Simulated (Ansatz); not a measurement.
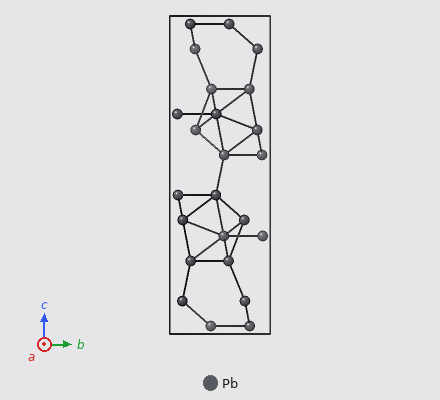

The structure, seen along [100]; the drawing may span several cells.

Structure (in its standard cell), the end point of a relaxation with Ansatz 0.2.0, DFT PBEsol, scalar-relativistic, plane waves, PAW; the starting structure was generated, so it need not be a known form of this composition:

```
CELL_PARAMETERS angstrom
8.59069 0.00000 0.00000
-4.29534 7.43975 0.00000
0.00000 0.00000 23.56838
ATOMIC_POSITIONS crystal
Pb 0.12569 0.87431 0.89631
Pb 0.12569 0.25137 0.89631
Pb 0.74863 0.87431 0.89631
Pb 0.20765 0.79235 0.77035
Pb 0.58471 0.79235 0.77035
Pb 0.20765 0.41529 0.77035
Pb 0.53754 0.46246 0.69177
Pb 0.53754 0.07508 0.69177
Pb 0.92492 0.46246 0.69177
Pb 0.79579 0.20421 0.97490
Pb 0.40841 0.20421 0.97490
Pb 0.79579 0.59159 0.97490
Pb 0.79235 0.20765 0.22965
Pb 0.79235 0.58471 0.22965
Pb 0.41529 0.20765 0.22965
Pb 0.87431 0.12569 0.10369
Pb 0.25137 0.12569 0.10369
Pb 0.87431 0.74863 0.10369
Pb 0.20421 0.79579 0.02510
Pb 0.20421 0.40841 0.02510
Pb 0.59159 0.79579 0.02510
Pb 0.46246 0.53754 0.30823
Pb 0.07508 0.53754 0.30823
Pb 0.46246 0.92492 0.30823
Pb 0.45902 0.54098 0.56298
Pb 0.45902 0.91804 0.56298
Pb 0.08196 0.54098 0.56298
Pb 0.54098 0.45902 0.43702
Pb 0.91804 0.45902 0.43702
Pb 0.54098 0.08196 0.43702
Pb 0.87087 0.12913 0.35844
Pb 0.87087 0.74174 0.35844
Pb 0.25826 0.12913 0.35844
Pb 0.12913 0.87087 0.64156
Pb 0.74174 0.87087 0.64156
Pb 0.12913 0.25826 0.64156
```

Q: What does the kinematic electron diffraction pattern along [100] look like at 80 kV (B = 0.5 Å²)?

A: The spots form an oblique net whose two shortest vectors correspond to d = 7.86 Å and 7.09 Å, 72.5° apart. They are 0 0 3 and 0 -1 1. The pattern has symmetry 2. The lattice centring (R) removes all reflections that break −h + k + l = 3n; reflections such as 0 2 -2, 0 2 4 are allowed but too weak to see at this display level.

Strongest reflections with d > 2.30 Å, one of each family (|F|² from tabulated Gaussian fits of the electron scattering factors, times a small damping for the curvature of the Ewald sphere):

```json
{"hkl": "0 2 -8", "d (Å)": "2.309", "I (strongest = 100)": "100"}
{"hkl": "0 3 3", "d (Å)": "2.365", "I (strongest = 100)": "78"}
{"hkl": "0 2 1", "d (Å)": "3.674", "I (strongest = 100)": "77"}
{"hkl": "0 2 7", "d (Å)": "2.496", "I (strongest = 100)": "61"}
{"hkl": "0 0 9", "d (Å)": "2.619", "I (strongest = 100)": "59"}
{"hkl": "0 1 -4", "d (Å)": "4.619", "I (strongest = 100)": "43"}
```

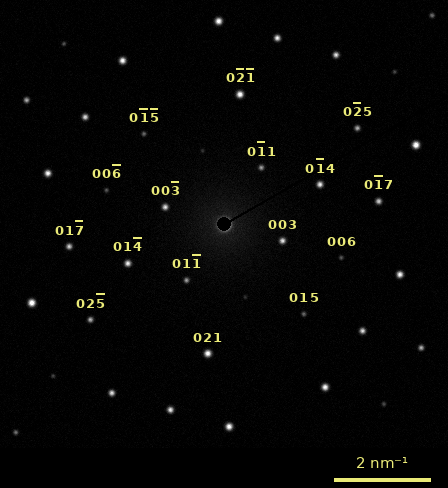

Calculated pattern, seen from the source side with [100] pointing towards the source.
